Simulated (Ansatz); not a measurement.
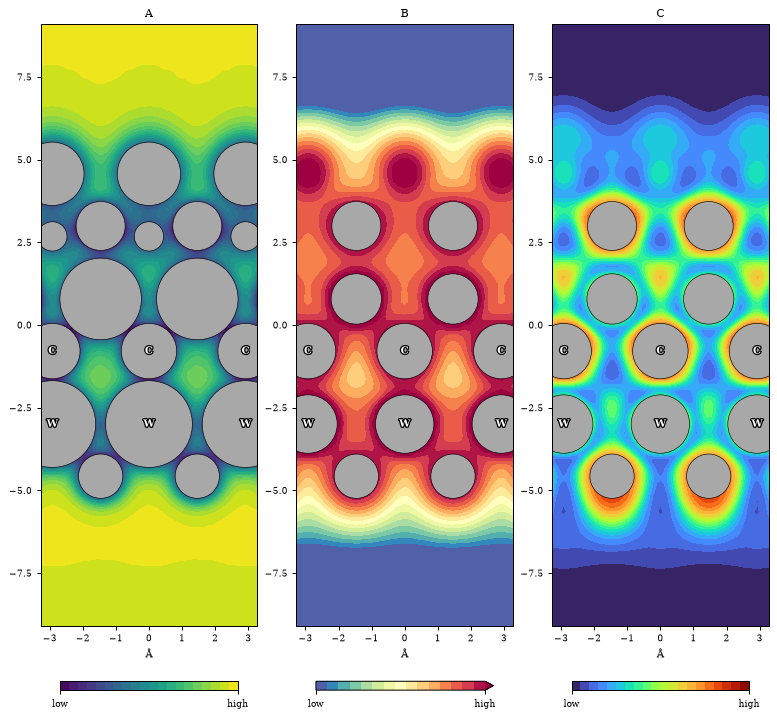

WC (slab): 3 fields on the (010) plane of the calculation cell, a cut from vacuum to vacuum, with unlabelled colour scales. Grey discs cover the atomic cores.

Not relaxed (largest force 1.8 eV/Å).

These are results of DFT PBE, scalar-relativistic, plane waves, PAW in Ansatz, not measurements.

```cif
data_structure
_symmetry_space_group_name_H-M 'P 1'
_symmetry_Int_Tables_number 1
_cell_length_a 2.9218
_cell_length_b 4.0795
_cell_length_c 24.7718
_cell_angle_alpha 90.000
_cell_angle_beta 90.000
_cell_angle_gamma 110.984
_cell_volume 275.69
loop_
_atom_site_label
_atom_site_type_symbol
_atom_site_fract_x
_atom_site_fract_y
_atom_site_fract_z
_atom_site_occupancy
W1 W 0.72065 0.44130 0.30276 1
C1 C 0.00743 0.01485 0.31549 1
W2 W 0.44130 0.88260 0.37911 1
C2 C 0.72808 0.45615 0.39184 1
W3 W 0.16195 0.32390 0.45546 1
C3 C 0.44873 0.89745 0.46819 1
W4 W 0.88260 0.76520 0.53181 1
C4 C 0.16938 0.33875 0.54454 1
W5 W 0.60325 0.20650 0.60816 1
C5 C 0.89003 0.78005 0.62089 1
W6 W 0.32390 0.64780 0.68451 1
C6 C 0.61068 0.22135 0.69724 1
```

Q: Match the panels to the quantities (electron localisation function, electrostatic potential energy of an electron and valence pseudo-density).

A: Panel A: electrostatic potential energy of an electron (low next to the atoms, rising into the space between them). Panel B: valence pseudo-density. Panel C: electron localisation function. From the grid: W–W (2.92 Å): ρ is about 0.34 e/Å³ halfway; the ELF is about 0.35 at the midpoint.
